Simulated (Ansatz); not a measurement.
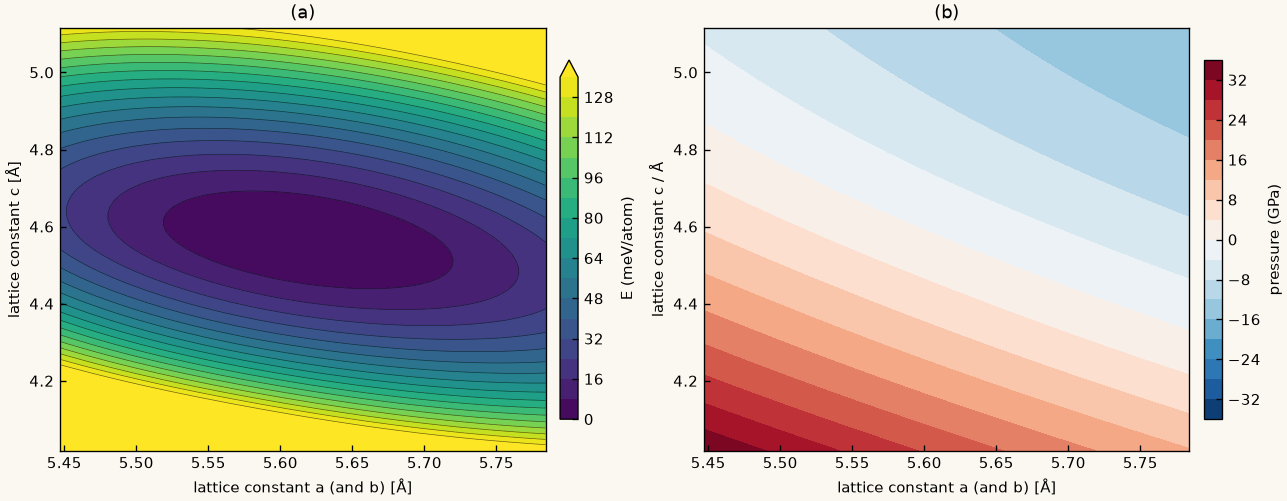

Ti3Al (P6_3/mmc, No. 194; 8 atoms in the cell). The energy is mapped over the lattice constants a and c of the conventional cell. Coordinates scanned: (1) lattice constant a (and b); (2) lattice constant c. Nothing is relaxed (fractional coordinates fixed). The scan uses a 7 × 7 grid. Points are written as (first, second). Energies: meV/atom, counted from the lowest grid point. Theory: Ansatz, DFT LDA, scalar-relativistic, plane waves, PAW. Settings: cutoff 520 eV, k-mesh 9×9×10 in the order of the run's cell vectors, gaussian smearing 0.15 eV, no spin polarisation.

Panel (a) is the energy and panel (b) the computed pressure on the same grid.

In the figure: filled contours, one colour for all values above the top of the scale. Between grid points the surface is interpolated.

How does the pressure vary over the map, and what is it at the lowest grid point?

It runs from −15.7 GPa at (5.784 Å, 5.114 Å) to 35.6 GPa at (5.447 Å, 4.019 Å). At the lowest grid point, (5.616 Å, 4.567 Å), it is 0.0 GPa.

PAW datasets: the set soft_1.
